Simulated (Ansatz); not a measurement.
System: TaN (slab).

```yaml
crystal:
  lattice:
    - [2.88947, 0.00000, 0.00000]
    - [0.00000, 5.86080, 0.00000]
    - [0.00000, 0.00000, 26.67764]
  atoms:
    - { symbol: Ta, position: [0.50000, 0.00748, 0.28320] }
    - { symbol: Ta, position: [0.50000, 0.49252, 0.28320] }
    - { symbol: N, position: [0.00000, 0.75000, 0.31106] }
    - { symbol: N, position: [0.50000, 0.25000, 0.34256] }
    - { symbol: Ta, position: [0.00000, 0.99848, 0.37332] }
    - { symbol: Ta, position: [0.00000, 0.50152, 0.37332] }
    - { symbol: N, position: [0.50000, 0.75000, 0.40636] }
    - { symbol: N, position: [0.00000, 0.25000, 0.43667] }
    - { symbol: Ta, position: [0.50000, 0.00105, 0.46934] }
    - { symbol: Ta, position: [0.50000, 0.49895, 0.46934] }
    - { symbol: N, position: [0.00000, 0.75000, 0.49903] }
    - { symbol: N, position: [0.50000, 0.25000, 0.53129] }
    - { symbol: Ta, position: [0.00000, 0.99812, 0.56274] }
    - { symbol: Ta, position: [0.00000, 0.50188, 0.56274] }
    - { symbol: N, position: [0.50000, 0.75000, 0.59082] }
    - { symbol: N, position: [0.00000, 0.25000, 0.62395] }
    - { symbol: Ta, position: [0.50000, 0.00325, 0.66566] }
    - { symbol: Ta, position: [0.50000, 0.49675, 0.66566] }
    - { symbol: N, position: [0.00000, 0.75000, 0.68131] }
    - { symbol: N, position: [0.50000, 0.25000, 0.71210] }
```

Computed with DFT PBEsol, scalar-relativistic, plane waves, PAW (Ansatz).

What can the converged valence pseudo-density and electron localisation function tell about the bonding?

Ta–N (1.90 Å): the density is about 1.2 e/Å³ at the midpoint; the ELF peaks at about 0.80 in the valence shell of N, 0.6 Å from its nucleus, and drops to about 0.30 between the two atoms.
Ta–N (2.13 Å): ρ is about 0.67 e/Å³ halfway; the ELF peaks at about 0.80 in the valence shell of N, 0.6 Å from its nucleus, and is about 0.20 at the midpoint: no shared electron pair shows on this line.
Ta–N (2.20 Å): ρ is about 0.56 e/Å³ halfway; the ELF peaks at about 0.80 in the valence shell of N, 0.7 Å from its nucleus, and is about 0.15 at the midpoint: no localised pair shows between them.
Ta–Ta (2.89 Å): ρ is about 0.37 e/Å³ halfway; the ELF is about 0.30 at the midpoint.

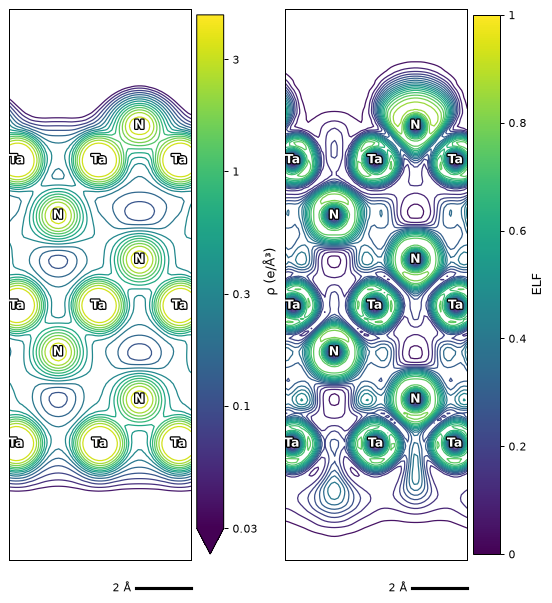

Computed valence pseudo-density and electron localisation function on the (100) plane of the calculation cell, a cut from vacuum to vacuum, in this order. 
